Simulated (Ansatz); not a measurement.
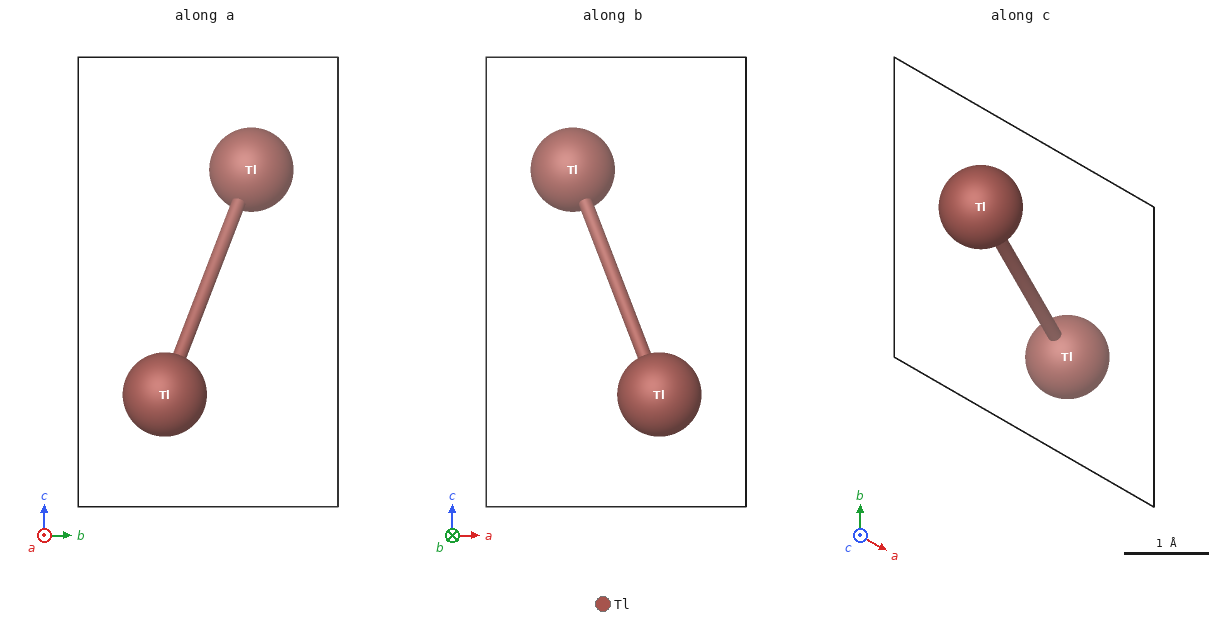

Crystal structure, ball-and-stick style, seen along the a axis, along the b axis and along the c axis. One conventional unit cell is framed, with atoms on its boundary repeated.

Lattice parameters: a = 3.6097 Å, b = 3.6097 Å, c = 5.4117 Å, α = 90.000°, β = 90.000°, γ = 120.000°.

**Give the structure in the form of a CIF in P1 with every atom of the cell.**

```cif
data_structure
_symmetry_space_group_name_H-M 'P 1'
_symmetry_Int_Tables_number 1
_cell_length_a 3.6097
_cell_length_b 3.6097
_cell_length_c 5.4117
_cell_angle_alpha 90.000
_cell_angle_beta 90.000
_cell_angle_gamma 120.000
_cell_volume 61.07
loop_
_atom_site_label
_atom_site_type_symbol
_atom_site_fract_x
_atom_site_fract_y
_atom_site_fract_z
_atom_site_occupancy
Tl1 Tl 0.3333 0.6667 0.7500 1
Tl2 Tl 0.6667 0.3333 0.2500 1
```

Provenance: the standard structure of this element. The cell was then strained or its atoms displaced on purpose. It was relaxed at fixed volume with DFT r2SCAN, scalar-relativistic, plane waves, PAW (Ansatz 0.2.0).
